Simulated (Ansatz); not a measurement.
## Single-point calculation, with input and output: Si (part 2 of 3)

The same run, continued: Si (slab, 8 atoms in the cell); DFT PBE, scalar-relativistic, plane waves, PAW, spin-polarised (Ansatz 0.2.0); cutoff 420 eV, 7×5×1 k-mesh, Gaussian smearing of 0.1 eV, collinear spins. The structure derives from an entry of the Crystallography Open Database. It belongs to a series of runs on one base structure; here: the slab alone at its places under the adsorbate.

Geometry of the input (Å; fractional positions):
```
3.8403  0.0000  0.0000
0.0000  5.4309  0.0000
0.0000  0.0000  25.7604
Si 0.5000  0.0000  0.3882
Si 0.0000  0.2500  0.3882
Si 0.0000  0.5000  0.4627
Si 0.5000  0.7500  0.4627
Si 0.5000  0.0075  0.5375
Si 0.0000  0.2884  0.5457
Si 0.0000  0.6055  0.6106
Si 0.5000  0.8613  0.6255
```

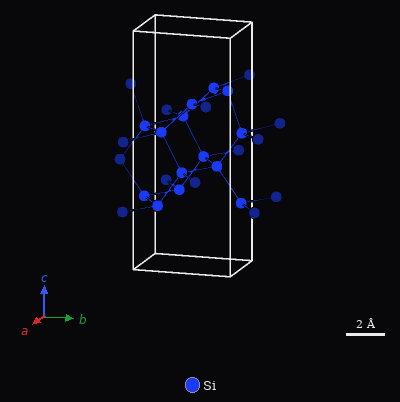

Fig. 1: The structure as given in the input (ball-and-stick view of the cell of the calculation, with the vacuum cut short, seen slightly off an axis; neighbours outside the cell are drawn fainter).

Output, continued
```
SCF iter   1: F=—  HF=-5082.746466 eV  |F-HF|=—  |Δ(HF+E_count)|=         —  Δρ=1.16e-2 (↑1.14e-2 ↓1.16e-2)  dr2=4.31e0  dr2_m=7.78e-4  M=0.090 μB ∫|m|=0.101 μB  β_m=0.30  ethr=3.10e-3  p=0.000 e·Å  D=1.77e-9 V/Å  ΔV_dip=-0.00 eV  dr2_dipole=5.59e-4  V_vac-E_F(+/−)=6.23/6.23 eV  ⟨swp⟩=10.8  Hψ=4535  notcnv=0
efield: sawtooth ramp at fractional position 0.9868 (placed from the atoms, in the widest stretch of the axis that holds none; the zero of the levels goes with the place), width 0.0400; the density the first Hamiltonian is built on has a dipole p = 0.000 e·Å; the dipole correction subtracts the counter field D = 1.77e-9 V/Å, which shifts the + side's vacuum level by -0.00 eV against the − side's; the planar-averaged density in the ramp window peaks in size at 7.9e-9 e/Å³
preconditioner: auto → LDOS  [metal: Δε(μ)=0.028 eV  Ē_g=7.355 eV  σ=0.100 eV  W_gap=0.16  n_scr=40 (ndim 8)  ℏωp=9.1 eV  f_vac=0.583  D(μ)=4.33/eV (n_scr^D=14)]
spin=Collinear: LDOS preconditioning applied to the charge; magnetization (m = ρ↑ − ρ↓) channel mixes plain (no charge-response kernel on spin).
SCF iter   2: F=—  HF=-5082.186483 eV  |F-HF|=—  |Δ(HF+E_count)|=   5.60e-1  Δρ=7.76e-3 (↑7.67e-3 ↓7.76e-3)  dr2=1.98e0  dr2_m=4.57e-4  M=0.108 μB ∫|m|=0.115 μB  β_m=0.30  ethr=3.10e-3  p=0.030 e·Å  D=1.02e-2 V/Å  ΔV_dip=-0.26 eV  dr2_dipole=1.94e-2  V_vac-E_F(+/−)=5.69/5.95 eV  ⟨swp⟩=1.9  Hψ=855  notcnv=0  defer=28  κ⁻¹=1.0e0(r=1)
SCF iter   3: F=—  HF=-5081.832904 eV  |F-HF|=—  |Δ(HF+E_count)|=   3.54e-1  Δρ=2.37e-3 (↑2.37e-3 ↓2.28e-3)  dr2=4.15e-1  dr2_m=3.45e-4  M=0.133 μB ∫|m|=0.137 μB  β_m=0.30  ethr=3.10e-3  p=0.060 e·Å  D=2.03e-2 V/Å  ΔV_dip=-0.52 eV  dr2_dipole=1.07e-1  V_vac-E_F(+/−)=4.92/5.44 eV  ⟨swp⟩=3.8  Hψ=1112  notcnv=0  defer=28  κ⁻¹=5.8e-3(r=2)
SCF iter   4: F=—  HF=-5081.837759 eV  |F-HF|=—  |Δ(HF+E_count)|=   4.86e-3  Δρ=1.53e-3 (↑1.40e-3 ↓1.53e-3)  dr2=1.79e-1  dr2_m=1.90e-4  M=0.128 μB ∫|m|=0.136 μB  β_m=0.30  ethr=1.30e-3  p=0.005 e·Å  D=1.52e-3 V/Å  ΔV_dip=-0.04 eV  dr2_dipole=3.23e-3  V_vac-E_F(+/−)=5.12/5.16 eV  ⟨swp⟩=3.3  Hψ=1200  notcnv=0  defer=60  κ⁻¹=7.0e-4(r=3)
SCF iter   5: F=—  HF=-5081.805572 eV  |F-HF|=—  |Δ(HF+E_count)|=   3.22e-2  Δρ=1.04e-3 (↑1.04e-3 ↓9.95e-4)  dr2=3.49e-2  dr2_m=2.03e-4  M=0.152 μB ∫|m|=0.159 μB  β_m=1.00  ethr=5.61e-4  p=0.023 e·Å  D=7.87e-3 V/Å  ΔV_dip=-0.20 eV  dr2_dipole=7.36e-3  V_vac-E_F(+/−)=4.81/5.01 eV  ⟨swp⟩=2.7  Hψ=1005  notcnv=0  defer=60  κ⁻¹=5.4e-4(r=4)
SCF iter   6: F=—  HF=-5081.804738 eV  |F-HF|=—  |Δ(HF+E_count)|=   8.34e-4  Δρ=3.66e-4 (↑2.75e-4 ↓3.66e-4)  dr2=5.08e-3  dr2_m=2.54e-4  M=0.200 μB ∫|m|=0.215 μB  β_m=1.00  ethr=1.09e-4  p=0.004 e·Å  D=1.18e-3 V/Å  ΔV_dip=-0.03 eV  dr2_dipole=1.70e-7  V_vac-E_F(+/−)=4.93/4.96 eV  ⟨swp⟩=2.5  Hψ=923  notcnv=0  defer=60  κ⁻¹=1.6e-4(r=5)
SCF iter   7: F=—  HF=-5081.805734 eV  |F-HF|=—  |Δ(HF+E_count)|=   9.96e-4  Δρ=3.61e-4 (↑3.38e-4 ↓3.61e-4)  dr2=1.83e-3  dr2_m=4.31e-4  M=0.265 μB ∫|m|=0.289 μB  β_m=1.00  ethr=1.59e-5  p=-0.003 e·Å  D=-1.12e-3 V/Å  ΔV_dip=0.03 eV  dr2_dipole=2.13e-4  V_vac-E_F(+/−)=4.93/4.90 eV  ⟨swp⟩=2.9  Hψ=829  notcnv=0  defer=60  κ⁻¹=7.7e-5(r=6)
SCF iter   8: F=—  HF=-5081.808436 eV  |F-HF|=—  |Δ(HF+E_count)|=   2.70e-3  Δρ=3.89e-4 (↑3.89e-4 ↓3.38e-4)  dr2=2.69e-4  dr2_m=6.28e-4  M=0.342 μB ∫|m|=0.377 μB  β_m=1.00  ethr=5.73e-6  p=-0.002 e·Å  D=-8.26e-4 V/Å  ΔV_dip=0.02 eV  dr2_dipole=7.27e-5  V_vac-E_F(+/−)=4.91/4.89 eV  ⟨swp⟩=2.1  Hψ=884  notcnv=0  defer=60  κ⁻¹=1.5e-5(r=7)
SCF iter   9: F=—  HF=-5081.812004 eV  |F-HF|=—  |Δ(HF+E_count)|=   3.57e-3  Δρ=4.40e-4 (↑4.40e-4 ↓3.36e-4)  dr2=1.13e-3  dr2_m=6.93e-4  M=0.417 μB ∫|m|=0.467 μB  β_m=1.00  ethr=8.41e-7  p=-0.003 e·Å  D=-9.35e-4 V/Å  ΔV_dip=0.02 eV  dr2_dipole=3.42e-4  V_vac-E_F(+/−)=4.91/4.89 eV  ⟨swp⟩=3.6  Hψ=1239  notcnv=0  defer=60  κ⁻¹=3.7e-6(r=8)
SCF iter  10: F=—  HF=-5081.815630 eV  |F-HF|=—  |Δ(HF+E_count)|=   3.63e-3  Δρ=4.50e-4 (↑4.50e-4 ↓3.02e-4)  dr2=3.26e-3  dr2_m=5.88e-4  M=0.481 μB ∫|m|=0.547 μB  β_m=1.00  ethr=8.41e-7  p=-0.004 e·Å  D=-1.31e-3 V/Å  ΔV_dip=0.03 eV  dr2_dipole=1.00e-3  V_vac-E_F(+/−)=4.92/4.89 eV  ⟨swp⟩=3.6  Hψ=1199  notcnv=0  defer=60  κ⁻¹=1.3e-6(r=8)
SCF iter  11: F=—  HF=-5081.818459 eV  |F-HF|=—  |Δ(HF+E_count)|=   2.83e-3  Δρ=4.57e-4 (↑4.57e-4 ↓2.73e-4)  dr2=7.04e-3  dr2_m=4.15e-4  M=0.529 μB ∫|m|=0.612 μB  β_m=1.00  ethr=8.41e-7  p=-0.004 e·Å  D=-1.40e-3 V/Å  ΔV_dip=0.04 eV  dr2_dipole=2.13e-3  V_vac-E_F(+/−)=4.92/4.89 eV  ⟨swp⟩=3.0  Hψ=1074  notcnv=0  defer=60  κ⁻¹=6.3e-7(r=8)
SCF iter  12: F=—  HF=-5081.820136 eV  |F-HF|=—  |Δ(HF+E_count)|=   1.68e-3  Δρ=4.36e-4 (↑4.36e-4 ↓2.62e-4)  dr2=1.01e-2  dr2_m=2.49e-4  M=0.559 μB ∫|m|=0.659 μB  β_m=1.00  ethr=8.41e-7  p=-0.004 e·Å  D=-1.41e-3 V/Å  ΔV_dip=0.04 eV  dr2_dipole=3.13e-3  V_vac-E_F(+/−)=4.92/4.89 eV  ⟨swp⟩=2.5  Hψ=972  notcnv=0  defer=60  κ⁻¹=3.8e-6(r=8)
SCF iter  13: F=—  HF=-5081.821076 eV  |F-HF|=—  |Δ(HF+E_count)|=   9.41e-4  Δρ=4.27e-4 (↑4.27e-4 ↓2.80e-4)  dr2=1.35e-2  dr2_m=1.45e-4  M=0.577 μB ∫|m|=0.692 μB  β_m=1.00  ethr=8.41e-7  p=-0.004 e·Å  D=-1.31e-3 V/Å  ΔV_dip=0.03 eV  dr2_dipole=4.30e-3  V_vac-E_F(+/−)=4.92/4.89 eV  ⟨swp⟩=2.0  Hψ=945  notcnv=0  defer=60  κ⁻¹=2.2e-6(r=8)
SCF iter  14: F=—  HF=-5081.821580 eV  |F-HF|=—  |Δ(HF+E_count)|=   5.04e-4  Δρ=4.23e-4 (↑4.23e-4 ↓3.04e-4)  dr2=1.64e-2  dr2_m=8.68e-5  M=0.586 μB ∫|m|=0.715 μB  β_m=1.20  ethr=8.41e-7  p=-0.003 e·Å  D=-1.17e-3 V/Å  ΔV_dip=0.03 eV  dr2_dipole=5.39e-3  V_vac-E_F(+/−)=4.92/4.89 eV  ⟨swp⟩=2.0  Hψ=884  notcnv=0  defer=60
Mixer restart at iter 14: flushing history
spin-set hold released at iteration 14 (site moments contracting): the magnetisation degrees of freedom join the quasi-Newton model from the next iteration; the mixer history was flushed
SCF iter  15: F=—  HF=-5081.820969 eV  |F-HF|=—  |Δ(HF+E_count)|=   6.12e-4  Δρ=2.82e-4 (↑2.82e-4 ↓2.24e-4)  dr2=9.49e-3  dr2_m=2.41e-5  M=0.587 μB ∫|m|=0.735 μB  β_m=0.60  ethr=8.41e-7  p=-0.006 e·Å  D=-1.97e-3 V/Å  ΔV_dip=0.05 eV  dr2_dipole=3.23e-3  V_vac-E_F(+/−)=4.94/4.89 eV  ⟨swp⟩=2.1  Hψ=932  notcnv=0  defer=60
density mixer auto → msr1: a metal under ldos (density of states about μ 0.86 of a free-electron gas's, 40 screened modes)
SCF iter  16: F=—  HF=-5081.819856 eV  |F-HF|=—  |Δ(HF+E_count)|=   1.11e-3  Δρ=1.41e-4 (↑1.25e-4 ↓1.41e-4)  dr2=1.57e-4  dr2_m=7.71e-5  M=0.573 μB ∫|m|=0.776 μB  β_m=0.68  ethr=8.41e-7  p=-0.013 e·Å  D=-4.22e-3 V/Å  ΔV_dip=0.11 eV  dr2_dipole=3.01e-5  V_vac-E_F(+/−)=4.97/4.86 eV  ⟨swp⟩=3.3  Hψ=1148  notcnv=0  defer=60
SCF iter  17: F=—  HF=-5081.820227 eV  |F-HF|=—  |Δ(HF+E_count)|=   3.71e-4  Δρ=9.85e-5 (↑8.91e-5 ↓9.85e-5)  dr2=5.73e-5  dr2_m=4.02e-5  M=0.555 μB ∫|m|=0.769 μB  β_m=0.84  ethr=4.91e-7  p=-0.013 e·Å  D=-4.51e-3 V/Å  ΔV_dip=0.12 eV  dr2_dipole=8.58e-6  V_vac-E_F(+/−)=4.98/4.86 eV  ⟨swp⟩=2.0  Hψ=905  notcnv=0  defer=60
SCF iter  18: F=—  HF=-5081.820389 eV  |F-HF|=—  |Δ(HF+E_count)|=   1.62e-4  Δρ=4.80e-5 (↑4.31e-5 ↓4.80e-5)  dr2=2.57e-5  dr2_m=9.08e-6  M=0.536 μB ∫|m|=0.757 μB  β_m=0.83  ethr=1.79e-7  p=-0.013 e·Å  D=-4.39e-3 V/Å  ΔV_dip=0.11 eV  dr2_dipole=4.84e-6  V_vac-E_F(+/−)=4.97/4.86 eV  ⟨swp⟩=3.0  Hψ=1072  notcnv=0  defer=60
SCF iter  19: F=—  HF=-5081.820434 eV  |F-HF|=—  |Δ(HF+E_count)|=   4.54e-5  Δρ=3.02e-5 (↑3.02e-5 ↓2.96e-5)  dr2=2.43e-6  dr2_m=4.25e-6  M=0.525 μB ∫|m|=0.753 μB  β_m=0.91  ethr=8.03e-8  p=-0.013 e·Å  D=-4.29e-3 V/Å  ΔV_dip=0.11 eV  dr2_dipole=4.00e-7  V_vac-E_F(+/−)=4.97/4.86 eV  ⟨swp⟩=2.1  Hψ=937  notcnv=0  defer=60
SCF iter  20: F=—  HF=-5081.820464 eV  |F-HF|=—  |Δ(HF+E_count)|=   3.01e-5  Δρ=2.59e-5 (↑2.42e-5 ↓2.59e-5)  dr2=1.03e-6  dr2_m=3.04e-6  M=0.517 μB ∫|m|=0.756 μB  β_m=0.96  ethr=7.60e-9  p=-0.013 e·Å  D=-4.23e-3 V/Å  ΔV_dip=0.11 eV  dr2_dipole=2.10e-7  V_vac-E_F(+/−)=4.97/4.86 eV  ⟨swp⟩=3.3  Hψ=1257  notcnv=0  defer=60
SCF iter  21: F=—  HF=-5081.820493 eV  |F-HF|=—  |Δ(HF+E_count)|=   2.87e-5  Δρ=2.14e-5 (↑1.94e-5 ↓2.14e-5)  dr2=4.26e-7  dr2_m=2.01e-6  M=0.509 μB ∫|m|=0.762 μB  β_m=0.59  ethr=3.22e-9  p=-0.012 e·Å  D=-4.19e-3 V/Å  ΔV_dip=0.11 eV  dr2_dipole=2.43e-8  V_vac-E_F(+/−)=4.97/4.86 eV  ⟨swp⟩=3.2  Hψ=1275  notcnv=0  defer=60
SCF iter  22: F=—  HF=-5081.820527 eV  |F-HF|=—  |Δ(HF+E_count)|=   3.41e-5  Δρ=1.36e-5 (↑1.30e-5 ↓1.36e-5)  dr2=3.71e-7  dr2_m=8.36e-7  M=0.497 μB ∫|m|=0.771 μB  β_m=0.61  ethr=1.33e-9  p=-0.012 e·Å  D=-4.13e-3 V/Å  ΔV_dip=0.11 eV  dr2_dipole=5.71e-9  V_vac-E_F(+/−)=4.97/4.86 eV  ⟨swp⟩=4.7  Hψ=1633  notcnv=0  defer=60
SCF iter  23: F=—  HF=-5081.820547 eV  |F-HF|=—  |Δ(HF+E_count)|=   1.94e-5  Δρ=6.11e-6 (↑5.84e-6 ↓6.11e-6)  dr2=1.75e-7  dr2_m=1.63e-7  M=0.485 μB ∫|m|=0.782 μB  β_m=0.88  ethr=1.16e-9  p=-0.012 e·Å  D=-4.11e-3 V/Å  ΔV_dip=0.11 eV  dr2_dipole=1.47e-9  V_vac-E_F(+/−)=4.97/4.87 eV  ⟨swp⟩=4.4  Hψ=1602  notcnv=0  defer=60
SCF iter  24: F=—  HF=-5081.820551 eV  |F-HF|=—  |Δ(HF+E_count)|=   4.76e-6  Δρ=1.39e-6 (↑1.39e-6 ↓1.23e-6)  dr2=4.78e-8  dr2_m=4.86e-9  M=0.476 μB ∫|m|=0.790 μB  β_m=0.94  ethr=3.13e-10  p=-0.012 e·Å  D=-4.09e-3 V/Å  ΔV_dip=0.11 eV  dr2_dipole=2.19e-9  V_vac-E_F(+/−)=4.97/4.87 eV  ⟨swp⟩=19.5  Hψ=4563  notcnv=0
SCF iter  25: F=—  HF=-5081.820551 eV  |F-HF|=—  |Δ(HF+E_count)|=   7.18e-8  Δρ=7.07e-7 (↑7.07e-7 ↓5.52e-7)  dr2=8.97e-9  dr2_m=1.15e-9  M=0.475 μB ∫|m|=0.791 μB  β_m=0.87  ethr=1.49e-10  p=-0.012 e·Å  D=-4.09e-3 V/Å  ΔV_dip=0.11 eV  dr2_dipole=5.00e-10  V_vac-E_F(+/−)=4.97/4.87 eV  ⟨swp⟩=6.2  Hψ=2578  notcnv=0
SCF iter  26: F=—  HF=-5081.820551 eV  |F-HF|=—  |Δ(HF+E_count)|=   1.46e-8  Δρ=2.65e-7 (↑2.65e-7 ↓2.41e-7)  dr2=1.22e-9  dr2_m=2.00e-10  M=0.475 μB ∫|m|=0.791 μB  β_m=0.87  ethr=2.80e-11  p=-0.012 e·Å  D=-4.10e-3 V/Å  ΔV_dip=0.11 eV  dr2_dipole=6.77e-11  V_vac-E_F(+/−)=4.97/4.87 eV  ⟨swp⟩=4.3  Hψ=1807  notcnv=0
SCF iter  27: F=-5081.820551 eV  HF=-5081.820551 eV  |F-HF|=8.45e-10  |Δ(HF+E_count)|=   2.21e-9  Δρ=1.65e-7 (↑1.65e-7 ↓1.42e-7)  dr2=4.54e-10  dr2_m=8.80e-11  M=0.475 μB ∫|m|=0.791 μB  ethr=3.80e-12  p=-0.012 e·Å  D=-4.10e-3 V/Å  ΔV_dip=0.11 eV  dr2_dipole=1.19e-10  V_vac-E_F(+/−)=4.97/4.87 eV  ⟨swp⟩=3.1  Hψ=1474  notcnv=0
SCF 1 converged in 27 iterations: F = -5081.820551 eV  dr2 = 4.54e-10
  greatest PAW one-centre occupation: 0.687 electrons in one spin orbital (limit 2), on the Si atom at site 7 (counted from 0), in its partial waves of l = 0
```

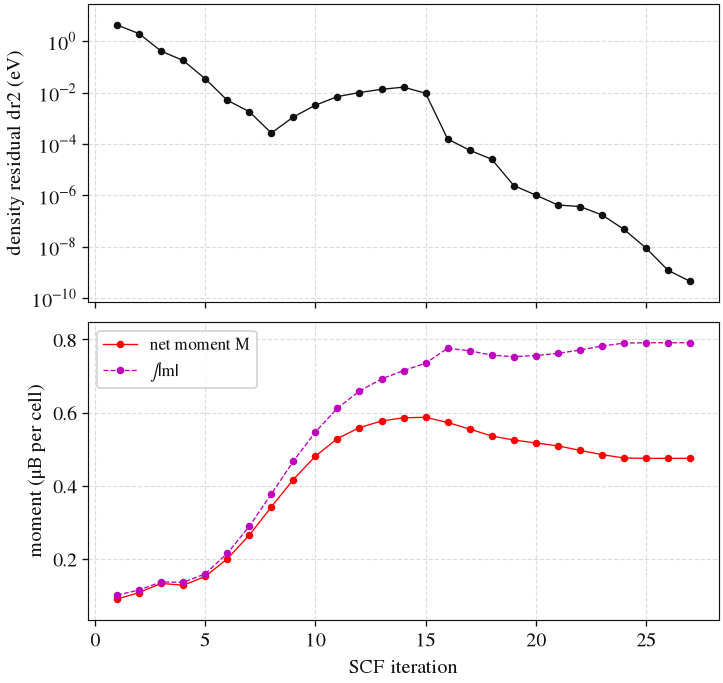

Fig. 2: Convergence of the self-consistent field: density residual dr2 and magnetic moment against the SCF iteration. The residual falls unevenly and jumps up by a factor of two or more 3 times on the way down. The net moment goes from 0.1 to 0.5 μB per cell.
